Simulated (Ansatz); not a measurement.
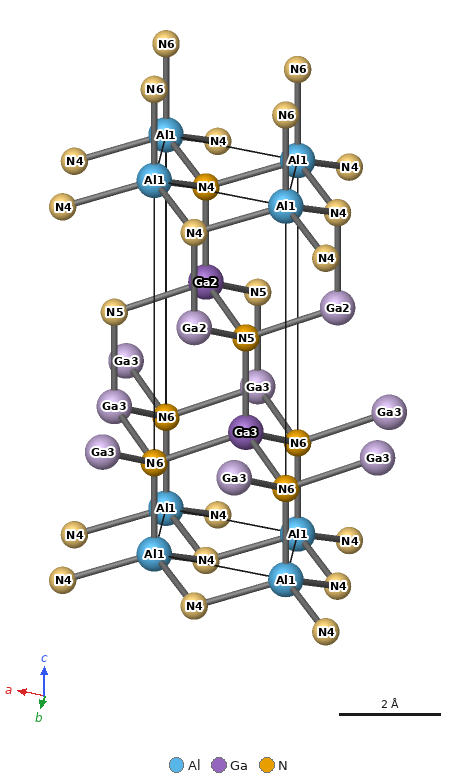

Fig. 1: The input geometry (ball-and-stick view of the cell of the calculation, seen at an oblique angle; neighbours outside the cell are drawn fainter; atoms are numbered from 1 in the order of the input). An atom can appear more than once, as a periodic image.

**AlGa₂N₃: geometry relaxation (part 1 of 2)**

System: AlGa₂N₃ (6 atoms in the cell).
Method: DFT, r2SCAN, plane waves, PAW, no spin polarisation (Ansatz 0.2.0).

The structure was built on a prototype by a generator; it need not be a known phase. The geometry comes from this level: PBE. Figures and captions count atoms from 1; the log counts them from 0 in places.

What the program printed:
```
Engine: ansatz 0.2.0, x86_64-unknown-linux-gnu
Pseudopotentials: kind: paw
Pseudopotential: Al, paw, valence charge 3, recommended cutoff 500 eV (meta_gga), Al.paw.azcp
Pseudopotential: Ga, paw, valence charge 13, recommended cutoff 500 eV (meta_gga), Ga.paw.azcp
Pseudopotential: N, paw, valence charge 5, recommended cutoff 500 eV (meta_gga), N.paw.azcp
Functional definition: r2SCAN
  parameter k0 = 0.174
  parameter k1 = 0.065
  parameter a1 = 4.9479
  exchange = r2scan_x(k0 = k0, k1 = k1, a1 = a1)
  correlation = r2scan_c
Crystal: 6 atoms, lattice volume = 68.348 Å³
Basis set: ecut = 500 eV, 1739 PW (Γ), exchange–correlation on 96×96×240 points (64 copies of the dense FFT grid, shifted against one another)
Bands: 28, of which v1, the nominal top of the filled ones, is band 22 counted from 1 (21 counted from 0)
Symmetry: 6 space group operations
Space group: P3m1 (ITA 156), of the structure as read, at distance tolerance 4.1e-5 Å
k-points: 69 of 576 (time reversal used)
Non-local potential: Al, projectors of the file, l = 0: 2, l = 1: 2, l = 2: 1
Non-local potential: Ga, projectors of the file, l = 0: 2, l = 1: 2, l = 2: 3, l = 3: 1
Non-local potential: N, projectors of the file, l = 0: 2, l = 1: 2, l = 2: 1
PAW form: soft (Blöchl's): semilocal exchange-correlation on the pseudo side does not see the compensation charge
PAW frozen core: Al, regenerated for the run's functional (the file was generated under x = pbe(κ = 0.804, μ = 0.2195149727645171), c = pbe(β = 0.06672455060314922))
PAW frozen core: Ga, regenerated for the run's functional (the file was generated under x = pbe(κ = 0.804, μ = 0.2195149727645171), c = pbe(β = 0.06672455060314922))
PAW frozen core: N, regenerated for the run's functional (the file was generated under x = pbe(κ = 0.804, μ = 0.2195149727645171), c = pbe(β = 0.06672455060314922))
PAW one-centre angular grid: Al, 302 points (default); XC on 160 Gauss nodes
PAW one-centre angular grid: Ga, 590 points (default); XC on 160 Gauss nodes
PAW one-centre angular grid: N, 302 points (default); XC on 160 Gauss nodes
Initial density: superposition of atomic densities (neutral atoms: chi_scale 0, normalization atom), corrected by the library's trained network
Initial wavefunctions: pseudopotential atomic-orbital guess
Functional: x = r2scan, c = r2scan; τ floored in thin density (d = 2e-4 eV/Å³)
SCF iter   1: F=—  HF=-9280.998073 eV  |F-HF|=—  |Δ(HF+E_count)|=         —  Δρ=1.06e-2  dr2=4.15e-2  dr2_τ=3.13e-1  ethr=1.77e-3  ⟨swp⟩=6.1  Hψ=8369  notcnv=0
preconditioner: auto → Resta (q_TF=auto, 2.535 Å⁻¹)  ε∞=4.1  [insulator: Δε(μ)=2.581 eV  Ē_g=16.901 eV  σ=0.020 eV  W_gap=1.00  n_scr=24 (ndim 8)  ℏωp=29.8 eV  f_vac=0.000  D(μ)=0.00/eV (n_scr^D=0)  ε∞_Penn≈4.1]
SCF iter   2: F=—  HF=-9281.122349 eV  |F-HF|=—  |Δ(HF+E_count)|=   1.24e-1  Δρ=5.42e-3  dr2=1.54e-2  dr2_τ=3.04e-4  ethr=9.43e-5  ⟨swp⟩=3.0  Hψ=4630  notcnv=0  defer=84
SCF iter   3: F=—  HF=-9281.120770 eV  |F-HF|=—  |Δ(HF+E_count)|=   1.58e-3  Δρ=3.26e-3  dr2=3.80e-3  dr2_τ=1.74e-4  ethr=3.49e-5  ⟨swp⟩=2.9  Hψ=3488  notcnv=0  defer=15
automatic band count: iteration 3 solves 27 bands in place of 28: the levels show a gap, and the empty bands left out lie too high to hold charge; the band table lists the bands solved (type scf.n_extra_bands for more)
SCF iter   4: F=—  HF=-9281.120472 eV  |F-HF|=—  |Δ(HF+E_count)|=   2.99e-4  Δρ=3.56e-4  dr2=9.62e-5  dr2_τ=3.22e-5  ethr=8.65e-6  ⟨swp⟩=2.9  Hψ=3538  notcnv=0  defer=15
SCF iter   5: F=—  HF=-9281.120484 eV  |F-HF|=—  |Δ(HF+E_count)|=   1.21e-5  Δρ=1.80e-4  dr2=1.55e-5  dr2_τ=1.60e-6  ethr=2.19e-7  ⟨swp⟩=2.0  Hψ=3290  notcnv=0  defer=15
SCF iter   6: F=—  HF=-9281.120488 eV  |F-HF|=—  |Δ(HF+E_count)|=   4.41e-6  Δρ=7.30e-5  dr2=4.30e-6  dr2_τ=5.16e-7  ethr=3.52e-8  ⟨swp⟩=2.0  Hψ=3061  notcnv=0  defer=15
SCF iter   7: F=—  HF=-9281.120488 eV  |F-HF|=—  |Δ(HF+E_count)|=   6.72e-7  Δρ=2.18e-5  dr2=3.56e-7  dr2_τ=2.95e-8  ethr=9.77e-9  ⟨swp⟩=2.0  Hψ=2430  notcnv=0  defer=15
SCF iter   8: F=-9281.120488 eV  HF=-9281.120488 eV  |F-HF|=2.21e-8  |Δ(HF+E_count)|=   9.00e-9  Δρ=7.80e-6  dr2=4.56e-8  dr2_τ=2.69e-9  ethr=2.27e-10  ⟨swp⟩=4.0  Hψ=6677  notcnv=0
SCF 1 converged in 8 iterations: F = -9281.120488 eV  dr2 = 4.56e-8
  greatest PAW one-centre occupation: 0.995 electrons in one spin orbital (limit 2), on the Ga atom at site 1 (counted from 0), in its partial waves of l = 2
relax step   1: F+E_penalty+E_count = -9281.12048752 eV  Δ(F+E_penalty+E_count) = +0.000e0 eV  max|allowed force component| = 8.413e-2 eV/Å  Δτ_max = 0.0000 Å  P = -5.648 GPa  Ω = 68.348 Å³  (8 SCF iters, dr2 threshold 1.00e-7 eV, accepted)
Crystal: 6 atoms, lattice volume = 67.123 Å³
Basis set: ecut = 500 eV, 1661 PW (Γ), exchange–correlation on 96×96×240 points (64 copies of the dense FFT grid, shifted against one another)
Initial density: handed on by an earlier stage of this run
Initial wavefunctions: those handed on with the density
iter 1 solved again at ethr=1.57e-5 eV; its pass at ethr=3.10e-3 eV (dr2=6.89e-3 eV) is discarded
SCF iter   1: F=—  HF=-9281.146991 eV  |F-HF|=—  |Δ(HF+E_count)|=         —  Δρ=3.08e-3  dr2=7.08e-3  dr2_τ=6.39e-3  ethr=1.57e-5  ⟨swp⟩=1.0  Hψ=9679  notcnv=0
automatic band count: iteration 1 solves 26 bands in place of 28: the levels show a gap, and the empty bands left out lie too high to hold charge; the band table lists the bands solved (type scf.n_extra_bands for more)
preconditioner: auto → Resta (q_TF=auto, 2.543 Å⁻¹)  ε∞=4.5  [insulator: Δε(μ)=2.736 eV  Ē_g=15.998 eV  σ=0.020 eV  W_gap=1.00  n_scr=24 (ndim 8)  ℏωp=30.1 eV  f_vac=0.000  D(μ)=0.00/eV (n_scr^D=0)  ε∞_Penn≈4.5]
SCF iter   2: F=—  HF=-9281.152126 eV  |F-HF|=—  |Δ(HF+E_count)|=   5.13e-3  Δρ=1.17e-3  dr2=1.15e-3  dr2_τ=8.75e-5  ethr=1.57e-5  ⟨swp⟩=2.0  Hψ=3591  notcnv=0
SCF iter   3: F=—  HF=-9281.152044 eV  |F-HF|=—  |Δ(HF+E_count)|=   8.14e-5  Δρ=4.91e-4  dr2=1.15e-4  dr2_τ=1.29e-5  ethr=2.62e-6  ⟨swp⟩=2.0  Hψ=2667  notcnv=0
SCF iter   4: F=—  HF=-9281.152046 eV  |F-HF|=—  |Δ(HF+E_count)|=   1.30e-6  Δρ=2.04e-4  dr2=2.85e-5  dr2_τ=2.83e-6  ethr=2.61e-7  ⟨swp⟩=2.0  Hψ=3170  notcnv=0
SCF iter   5: F=—  HF=-9281.152045 eV  |F-HF|=—  |Δ(HF+E_count)|=   4.97e-8  Δρ=1.03e-4  dr2=8.10e-6  dr2_τ=1.23e-7  ethr=6.48e-8  ⟨swp⟩=2.0  Hψ=2485  notcnv=0
SCF iter   6: F=—  HF=-9281.152045 eV  |F-HF|=—  |Δ(HF+E_count)|=   4.65e-7  Δρ=2.84e-5  dr2=7.36e-7  dr2_τ=3.91e-8  ethr=1.84e-8  ⟨swp⟩=3.0  Hψ=3312  notcnv=0
SCF iter   7: F=-9281.152045 eV  HF=-9281.152045 eV  |F-HF|=1.24e-9  |Δ(HF+E_count)|=   8.71e-8  Δρ=5.53e-6  dr2=2.24e-8  dr2_τ=1.11e-9  ethr=1.36e-9  ⟨swp⟩=4.0  Hψ=6442  notcnv=0
SCF 2 converged in 7 iterations: F = -9281.152045 eV  dr2 = 2.24e-8
relax step   2: F+E_penalty+E_count = -9281.15204490 eV  Δ(F+E_penalty+E_count) = -3.156e-2 eV  max|allowed force component| = 8.180e-3 eV/Å  Δτ_max = 0.0044 Å  P = -2.300 GPa  Ω = 67.123 Å³  energy of the carried Pulay correction = +5.920e-4 eV  (7 SCF iters, dr2 threshold 6.00e-7 eV, accepted)
Crystal: 6 atoms, lattice volume = 66.302 Å³
iter 1 solved again at ethr=7.47e-6 eV; its pass at ethr=3.10e-3 eV (dr2=3.29e-3 eV) is discarded
SCF iter   1: F=—  HF=-9281.155839 eV  |F-HF|=—  |Δ(HF+E_count)|=         —  Δρ=2.08e-3  dr2=3.24e-3  dr2_τ=2.64e-3  ethr=7.47e-6  ⟨swp⟩=2.1  Hψ=9527  notcnv=0
automatic band count: iteration 1 solves 26 bands in place of 28: the levels show a gap, and the empty bands left out lie too high to hold charge; the band table lists the bands solved (type scf.n_extra_bands for more)
preconditioner: auto → Resta (q_TF=auto, 2.548 Å⁻¹)  ε∞=4.5  [insulator: Δε(μ)=2.818 eV  Ē_g=16.076 eV  σ=0.020 eV  W_gap=1.00  n_scr=24 (ndim 8)  ℏωp=30.2 eV  f_vac=0.000  D(μ)=0.00/eV (n_scr^D=0)  ε∞_Penn≈4.5]
SCF iter   2: F=—  HF=-9281.158132 eV  |F-HF|=—  |Δ(HF+E_count)|=   2.29e-3  Δρ=7.89e-4  dr2=5.41e-4  dr2_τ=3.87e-5  ethr=7.37e-6  ⟨swp⟩=2.0  Hψ=3529  notcnv=0
SCF iter   3: F=—  HF=-9281.158089 eV  |F-HF|=—  |Δ(HF+E_count)|=   4.33e-5  Δρ=3.31e-4  dr2=4.87e-5  dr2_τ=5.05e-6  ethr=1.23e-6  ⟨swp⟩=2.0  Hψ=2413  notcnv=0
SCF iter   4: F=—  HF=-9281.158090 eV  |F-HF|=—  |Δ(HF+E_count)|=   1.25e-6  Δρ=1.35e-4  dr2=1.30e-5  dr2_τ=1.31e-6  ethr=1.11e-7  ⟨swp⟩=2.0  Hψ=3219  notcnv=0
SCF iter   5: F=—  HF=-9281.158089 eV  |F-HF|=—  |Δ(HF+E_count)|=   1.09e-6  Δρ=3.25e-5  dr2=8.67e-7  dr2_τ=3.31e-8  ethr=2.96e-8  ⟨swp⟩=2.0  Hψ=3153  notcnv=0
SCF iter   6: F=-9281.158089 eV  HF=-9281.158089 eV  |F-HF|=4.80e-8  |Δ(HF+E_count)|=   1.16e-7  Δρ=1.70e-5  dr2=1.16e-7  dr2_τ=1.73e-8  ethr=1.36e-9  ⟨swp⟩=4.0  Hψ=6578  notcnv=0
SCF 3 converged in 6 iterations: F = -9281.158089 eV  dr2 = 1.16e-7
relax step   3: F+E_penalty+E_count = -9281.15808873 eV  Δ(F+E_penalty+E_count) = -6.044e-3 eV  max|allowed force component| = 1.401e-2 eV/Å  Δτ_max = 0.0011 Å  P = +0.122 GPa  Ω = 66.302 Å³  energy of the carried Pulay correction = +9.947e-4 eV  (6 SCF iters, dr2 threshold 6.00e-7 eV, accepted)
Crystal: 6 atoms, lattice volume = 66.343 Å³
iter 1 solved again at ethr=2.68e-8 eV; its pass at ethr=3.10e-3 eV (dr2=1.18e-5 eV) is discarded
SCF iter   1: F=—  HF=-9281.158081 eV  |F-HF|=—  |Δ(HF+E_count)|=         —  Δρ=1.49e-4  dr2=1.17e-5  dr2_τ=9.80e-6  ethr=2.68e-8  ⟨swp⟩=2.7  Hψ=9343  notcnv=0
automatic band count: iteration 1 solves 26 bands in place of 28: the levels show a gap, and the empty bands left out lie too high to hold charge; the band table lists the bands solved (type scf.n_extra_bands for more)
preconditioner: auto → Resta (q_TF=auto, 2.548 Å⁻¹)  ε∞=4.5  [insulator: Δε(μ)=2.807 eV  Ē_g=16.061 eV  σ=0.020 eV  W_gap=1.00  n_scr=24 (ndim 8)  ℏωp=30.2 eV  f_vac=0.000  D(μ)=0.00/eV (n_scr^D=0)  ε∞_Penn≈4.5]
SCF iter   2: F=—  HF=-9281.158090 eV  |F-HF|=—  |Δ(HF+E_count)|=   8.66e-6  Δρ=6.75e-5  dr2=2.29e-6  dr2_τ=1.06e-7  ethr=2.67e-8  ⟨swp⟩=2.0  Hψ=3212  notcnv=0
SCF iter   3: F=—  HF=-9281.158090 eV  |F-HF|=—  |Δ(HF+E_count)|=   1.56e-7  Δρ=2.05e-5  dr2=2.56e-7  dr2_τ=1.41e-8  ethr=5.20e-9  ⟨swp⟩=2.0  Hψ=2902  notcnv=0
SCF iter   4: F=—  HF=-9281.158090 eV  |F-HF|=—  |Δ(HF+E_count)|=   1.04e-8  Δρ=8.38e-6  dr2=6.19e-8  dr2_τ=3.94e-9  ethr=1.01e-10  ⟨swp⟩=4.5  Hψ=6698  notcnv=0
SCF iter   5: F=-9281.158090 eV  HF=-9281.158090 eV  |F-HF|=3.23e-9  |Δ(HF+E_count)|=   9.24e-9  Δρ=2.68e-6  dr2=6.09e-9  dr2_τ=1.70e-10  ethr=1.01e-10  ⟨swp⟩=4.0  Hψ=6583  notcnv=0
SCF 4 converged in 5 iterations: F = -9281.158090 eV  dr2 = 6.09e-9
relax step   4: F+E_penalty+E_count = -9281.15808957 eV  Δ(F+E_penalty+E_count) = -8.387e-7 eV  max|allowed force component| = 1.769e-3 eV/Å  Δτ_max = 0.0006 Å  P = -0.002 GPa  Ω = 66.343 Å³  energy of the carried Pulay correction = +9.744e-4 eV  (5 SCF iters, dr2 threshold 4.43e-8 eV, accepted)
Initial wavefunctions: pseudopotential atomic-orbital guess (no wavefunctions were taken with the density)
iter 1 solved again at ethr=2.82e-8 eV; its pass at ethr=3.10e-3 eV (dr2=1.24e-5 eV) is discarded
SCF iter   1: F=—  HF=-9281.157114 eV  |F-HF|=—  |Δ(HF+E_count)|=         —  Δρ=6.37e-5  dr2=5.88e-7  dr2_τ=6.75e-7  ethr=2.82e-8  ⟨swp⟩=3.0  Hψ=13914  notcnv=0
preconditioner: auto → Resta (q_TF=auto, 2.548 Å⁻¹)  ε∞=4.2  [insulator: Δε(μ)=2.808 eV  Ē_g=17.000 eV  σ=0.020 eV  W_gap=1.00  n_scr=24 (ndim 8)  ℏωp=30.2 eV  f_vac=0.000  D(μ)=0.00/eV (n_scr^D=0)  ε∞_Penn≈4.2]
SCF iter   2: F=—  HF=-9281.157116 eV  |F-HF|=—  |Δ(HF+E_count)|=   2.22e-6  Δρ=4.07e-5  dr2=3.62e-7  dr2_τ=5.00e-8  ethr=1.34e-9  ⟨swp⟩=2.2  Hψ=3256  notcnv=0
SCF iter   3: F=—  HF=-9281.157116 eV  |F-HF|=—  |Δ(HF+E_count)|=   1.46e-7  Δρ=7.74e-6  dr2=1.79e-8  dr2_τ=6.34e-9  ethr=8.22e-10  ⟨swp⟩=2.0  Hψ=3269  notcnv=0
SCF iter   4: F=—  HF=-9281.157116 eV  |F-HF|=—  |Δ(HF+E_count)|=   2.70e-8  Δρ=1.78e-6  dr2=1.34e-9  dr2_τ=1.98e-10  ethr=4.08e-11  ⟨swp⟩=2.0  Hψ=3444  notcnv=0
SCF iter   5: F=—  HF=-9281.157116 eV  |F-HF|=—  |Δ(HF+E_count)|=   1.36e-9  Δρ=5.26e-7  dr2=8.34e-11  dr2_τ=4.29e-12  ethr=3.04e-12  ⟨swp⟩=2.0  Hψ=3450  notcnv=0
SCF iter   6: F=-9281.157116 eV  HF=-9281.157116 eV  |F-HF|=1.09e-11  |Δ(HF+E_count)|=  2.15e-10  Δρ=1.97e-7  dr2=2.18e-11  dr2_τ=4.37e-12  ethr=1.00e-12  ⟨swp⟩=4.0  Hψ=6760  notcnv=0
SCF 5 converged in 6 iterations: F = -9281.157116 eV  dr2 = 2.18e-11
relax step   5: F+E_penalty+E_count = -9281.15711641 eV  Δ(F+E_penalty+E_count) = +9.732e-4 eV  max|allowed force component| = 1.785e-3 eV/Å  Δτ_max = 0.0000 Å  P = -0.005 GPa  Ω = 66.343 Å³  stress off target by 1.28e-2 GPa  SCF on the basis re-selected at this cell (its energy is not comparable with the rows above)  (6 SCF iters)
```
